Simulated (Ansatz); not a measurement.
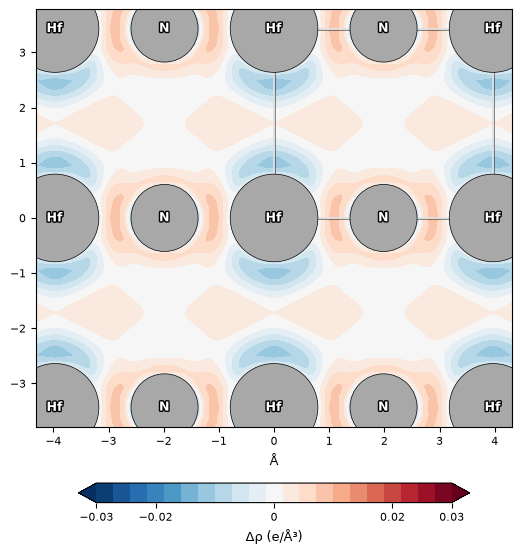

HfN. Difference of the valence pseudo-densities of two functionals at the same geometry, on the (11̄0) plane of the calculation cell: RPBE less BLYP.

Space group P6/mmm; a generated structure, not necessarily the stable one.

Both computed with Ansatz (plane waves, PAW), on the same k-point mesh. Grey discs cover the atomic cores.

```xyz
2
Lattice="3.4332 0.0000 0.0000 -1.7166 2.9732 0.0000 0.0000 0.0000 3.9698" Properties=species:S:1:pos:R:3 pbc="T T T"
Hf    0.0000    0.0000    1.9849
N     0.0000    0.0000    0.0000
```

### What does the difference map show?

Against BLYP, RPBE gives more density around N (+0.005 e/Å³ on average at 0.8 Å from the nucleus) and a change of +0.007 e/Å³ at the midpoint of Hf–N.
